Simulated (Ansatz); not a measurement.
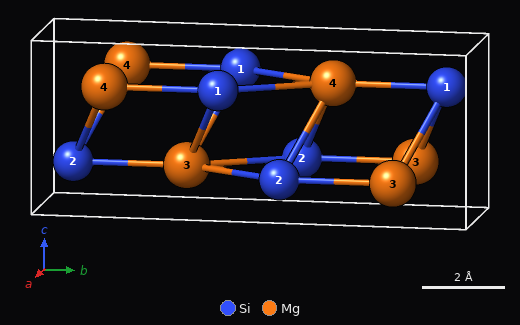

Starting structure of crystalline MgSi (set up in Cmcm). A ball-and-stick model of the conventional cell (2 times the calculation's cell), seen slightly off an axis. Lengths and directions refer to the drawn axes.

The run lets the atoms move in a fixed cell.

All numbers below come from Kohn-Sham DFT of a periodic cell, PBEsol, Ansatz PAW in Ansatz.

Input file:
```yaml
crystal:
  lattice:
    - [1.502512, -5.426016, 0.0]
    - [1.502512, 5.426016, 0.0]
    - [0.0, 0.0, 4.340178]
  atoms:
    - { symbol: Si, position: [0.570638, 0.429362, 0.75] }
    - { symbol: Si, position: [0.429362, 0.570638, 0.25] }
    - { symbol: Mg, position: [0.168381, 0.831619, 0.25] }
    - { symbol: Mg, position: [0.831619, 0.168381, 0.75] }
hamiltonian:
  xc: pbesol
  pseudopotentials: { kind: paw }
kpoints:
  mp_grid: { grid: [8, 8, 5] }
scf:
  occupations: { method: fermi_dirac, width: 0.05 }
output:
  forces: true
  stress: true
  eigenvalues: true
relax:
  f_tol: 0.01
  max_steps: 40
```

Launched with:
```bash
ansatz run input.yaml --threads 2 --pin off --max-ram 5632MiB --backend cpu --events-out ev --progress --plain --runs-dir out
```

**Where does the relaxation end?**

The energy falls by 0.7 meV per atom in 2 geometry steps. Largest force component: 0.1 eV/Å at the start, 0.0038 eV/Å at the end. The largest moves, 0.028 Å, are those of Mg3 and Mg4. Mg4 goes along −b. Largest moves by element: Mg 0.028 Å, Si 0.002 Å. The cell doesn't change. Some distances before and after: Si1–Mg4 2.832 → 2.858 Å, Si1–Mg4 (another image) 2.998 → 2.975 Å, Si1–Mg3 2.845 → 2.834 Å. The space group stays Cmcm (No. 63). The run took 2 s on 2 threads of AMD EPYC 9R45 96-Core Processor (Zen 5) (shared host), peak memory 0.46 GiB.

Step by step:

```csv
step,"E − E(0), meV/atom","largest force component, eV/Å"
0,0.00,0.1046
1,-0.68,0.0210
2,-0.71,0.0038
```
